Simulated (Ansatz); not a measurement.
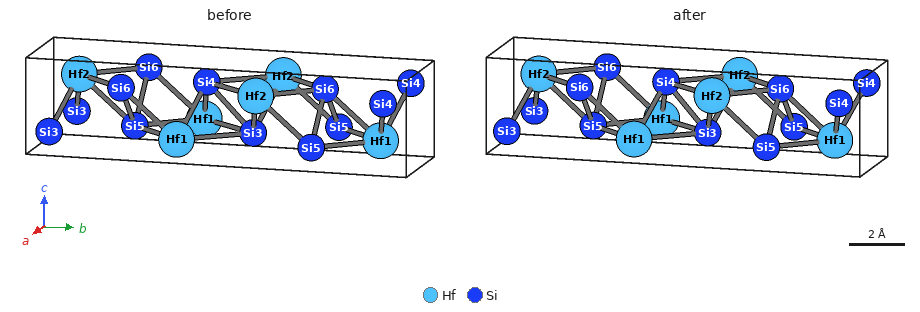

The structure of a crystal of HfSi2 (a generated structure, set up in Cmcm) (coarse preliminary run) before (left) and after (right) a relaxation, at one scale.

A ball-and-stick model of the conventional cell (2 times the calculation's cell), seen slightly off an axis. Lengths and directions refer to the drawn axes.

All numbers below come from DFT PBEsol, scalar-relativistic, plane waves, PAW (Ansatz 0.2.0). Set-up: plane-wave cutoff 420 eV; k-point mesh 6 × 6 × 6; occupations gaussian; smearing width 0.1 eV; no spin polarisation; cell and atoms relaxed; force threshold 0.05 eV/Å; at most 80 steps.

Summarise the run.

Over 3 accepted moves (4 points after the start) the energy falls by 0.108 eV per cell of the calculation. Largest force component: 0.82 eV/Å at the start, 0.018 eV/Å at the end. The pressure goes from −3.08 to 0.00 GPa. At 1 point the geometry stayed and the basis and grid were re-selected for the new cell (energy shift of 0.5 meV per cell of the calculation at most each time). The largest moves relative to the cell, 0.077 Å, are those of Si3 and Si4. Si4 goes along +b. By element the largest moves are Si 0.077 Å, Hf 0.002 Å. The volume changes by −2.2 %, with a 3.688 → 3.666 Å (−0.6 %), b 14.555 → 14.307 Å (−1.7 %), c 3.629 → 3.631 Å (0.0 %). Some distances before and after: Si3–Si4 2.539 → 2.414 Å, Hf1–Si3 3.028 → 2.930 Å, Hf1–Hf2 3.529 → 3.490 Å, Hf1–Si5 2.814 → 2.778 Å. The space group stays Cmcm (No. 63).
